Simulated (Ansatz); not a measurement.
System: Ca, space group Fm-3m (No. 225) (one of a set of cubic test structures, which need not be the stable phase).

One of the inputs:
```
crystal:
  lattice:
    - [0.0, 2.744791286506, 2.744791286506]
    - [2.744791286506, 0.0, 2.744791286506]
    - [2.744791286506, 2.744791286506, 0.0]
  atoms:
    - { symbol: Ca, position: [0, 0, 0] }
kpoints:
  mp_grid: { grid: [11, 11, 11] }
hamiltonian:
  xc: r2scan
  pseudopotentials: { kind: paw, source: ansatz }
scf:
  occupations: { method: fermi_dirac, width: 0.1 }
  convergence: { dr2_threshold: "1e-9 eV" }
  max_iter: 300
output:
  forces: true
  stress: true
basis:
  xc_grid: 2
```

Launched with:
```bash
ansatz run input.yaml --threads 1
```

Computed with Ansatz 0.2.0 development build: equation of state of a cubic crystal from periodic Kohn-Sham density functional theory without spin, third-order Birch-Murnaghan fit to the free energies; pressure corrected for the finite basis. Level: r2SCAN.

- structure type: fcc
- atoms in cell: 1
- space group number: 225
- lattice centring: face-centred primitive
- k mesh: 11×11×11
- occupation method: Fermi–Dirac
- occupation width: 0.1 eV
- wave cutoff: 520 eV
- datasets: hand-made PAW
- density tolerance: 1e−09 eV
- bands: 9
- density cutoff ratio: 4
- search for lower states: default
- xc grid level: 2

Describe the result: the energy above the lowest point and pressure against volume. The volume takes the values 38.83, 40.09, 41.36, 42.62, 43.89 Å³/atom.

A third-order Birch–Murnaghan fit gives V0 = 43.13 Å³/atom, B0 = 17.9 GPa and B′ = 3.3. The energy above the lowest point is 27.5 meV/atom at volume 38.83 Å³/atom and 0.4 meV/atom at 43.89 Å³/atom; the lowest computed point is at volume 42.62 Å³/atom (0.0 meV/atom), and no other minimum shows. The pressure falls from 2.234 GPa at volume 38.83 Å³/atom to −0.300 GPa at 43.89 Å³/atom, and changes sign near 43.2 Å³/atom.

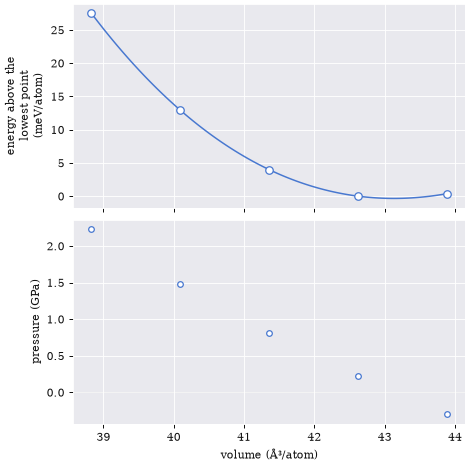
